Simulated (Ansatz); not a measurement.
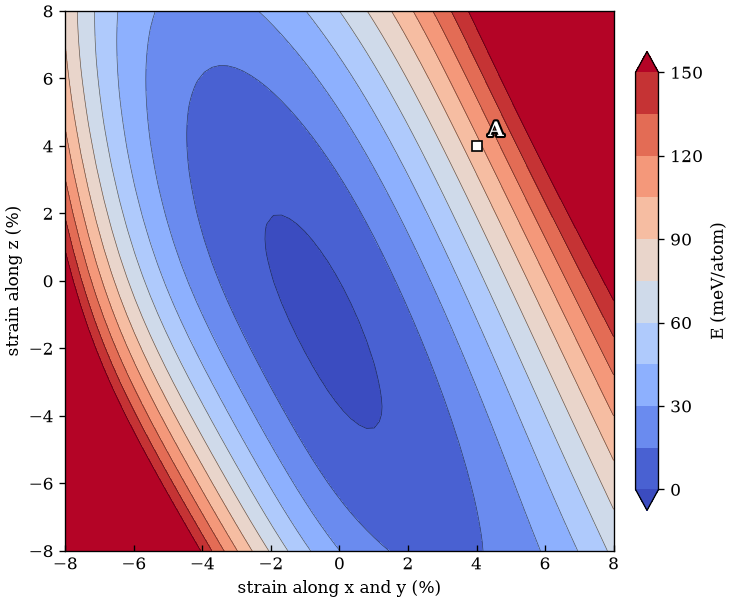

Ag (Fm-3m, No. 225; 1 atom in the cell). The cell is strained homogeneously, by one strain along x and y and another along z, with fractional coordinates fixed (x, y and z along the cube axes). First axis: strain along x and y. Second axis: strain along z. The scan uses a 5 × 5 grid. Points are written as (first, second). All energies are given in meV/atom relative to the lowest grid point. The reference cell is the one listed in the database, not relaxed at this level. The calculation used Ansatz, DFT PBEsol, scalar-relativistic, plane waves, PAW. Settings: cutoff 420 eV, k-mesh 20×20×20, gaussian smearing 0.15 eV, no spin polarisation.

Drawn: filled contours, one colour for all values above the top of the scale, the point A. Between grid points the surface is interpolated.

### Is A at rest? If not, where is it pushed?

A, at (4 %, 4 %), is not a stationary point. The computed force is 26 meV/atom for each 1 % towards smaller values of strain along x and y and 13 meV/atom for each 1 % towards smaller values of strain along z.
